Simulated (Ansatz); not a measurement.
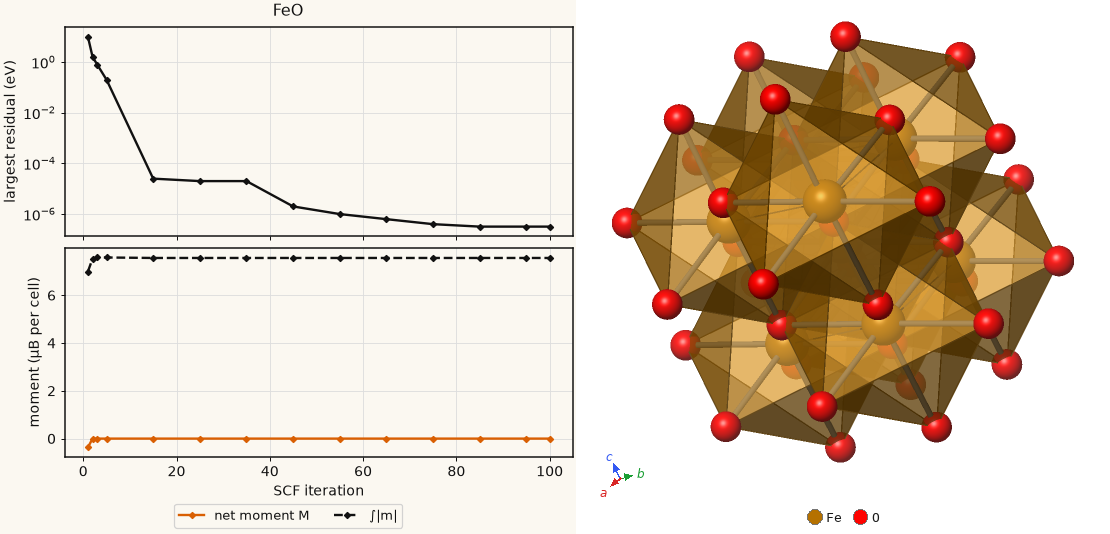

Beside the plot: the structure.

The plot shows the SCF iterations of a calculation: largest residual, magnetic moments. Only some iterations were kept.

Program: Ansatz.

```
crystal:
  lattice:
    - [4.33, 2.165, 2.165]
    - [2.165, 4.33, 2.165]
    - [2.165, 2.165, 4.33]
  atoms:
    - { symbol: Fe, position: [0.0046359, -0.011208, 0.0066951], spin: 4.0 }
    - { symbol: Fe, position: [0.5053065, 0.4885428, 0.5055458], spin: -4.0 }
    - { symbol: O, position: [0.2496972, 0.2541545, 0.2415893] }
    - { symbol: O, position: [0.7557636, 0.7456024, 0.7536558] }
  symmetry: { detect: false }
kpoints:
  mp_grid: { grid: [4, 4, 4], shift: [0, 0, 0] }
hamiltonian:
  xc: pbe
  hubbard:
    sites:
      - { site: 0, l: d, u_eff: 5.3, starting_ns: [{ spin: up, occupation_matrix: full }, { spin: down, occupation_matrix: a1g }] }
      - { site: 1, l: d, u_eff: 5.3, starting_ns: [{ spin: down, occupation_matrix: full }, { spin: up, occupation_matrix: a1g }] }
    occupation_matrices:
      a1g:
        matrix:
          - [0.0, 0.0, 0.0, 0.0, 0.0]
          - [0.0, 0.33333333, 0.33333333, 0.0, 0.33333333]
          - [0.0, 0.33333333, 0.33333333, 0.0, 0.33333333]
          - [0.0, 0.0, 0.0, 0.0, 0.0]
          - [0.0, 0.33333333, 0.33333333, 0.0, 0.33333333]
      full:
        matrix:
          - [1.0, 0.0, 0.0, 0.0, 0.0]
          - [0.0, 1.0, 0.0, 0.0, 0.0]
          - [0.0, 0.0, 1.0, 0.0, 0.0]
          - [0.0, 0.0, 0.0, 1.0, 0.0]
          - [0.0, 0.0, 0.0, 0.0, 1.0]
  pseudopotentials: { kind: paw }
magnetization:
  spin_polarized: true
scf:
  occupations: { method: fermi_dirac, width: "0.1 eV" }
  lower_state_search: "off"
```

Q: Did the calculation converge?

A: Not converged after 100 iterations. The residual comes down slowly and unevenly, and has reached only 3 × 10⁻⁷ when the run stops.

Q: What is the residual at the start and at the end?

A: It starts near 10 and ends near 3 × 10⁻⁷ eV.

Q: What happens to the magnetisation?

A: The net moment goes from −0.37 to 0.00 μB per cell, though in an unconverged run this needn't be final.
